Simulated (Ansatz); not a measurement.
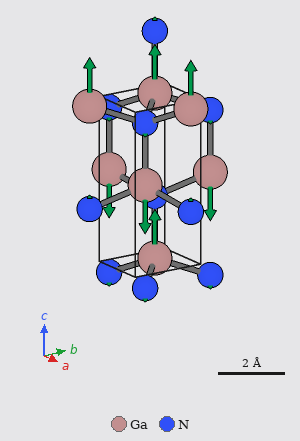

One vibrational mode of solid GaN at the zone centre. The green arrows are the displacements of the atoms (eigenvector over the root of the mass), of arbitrary overall length and sign. The picture is a ball-and-stick view of the cell of the calculation, seen slightly off an axis.

The calculation used DFT LDA, scalar-relativistic, plane waves, PAW in Ansatz 0.2.0. (plane-wave cutoff 420 eV; k-point mesh 12 × 12 × 6; occupations fixed; no spin polarisation)

Frequencies are those without the non-analytic (LO–TO) term.

Q: What mode is this, and where does it lie in the spectrum?

A: This is the B₁ mode at 336 cm⁻¹, optical level 2 of 6, counted from below, silent by symmetry (neither infrared- nor Raman-active). All motion is along c; atoms of one kind move against one another, with no net shift of any sublattice; it stretches the shortest Ga–N bonds (1.93 Å).
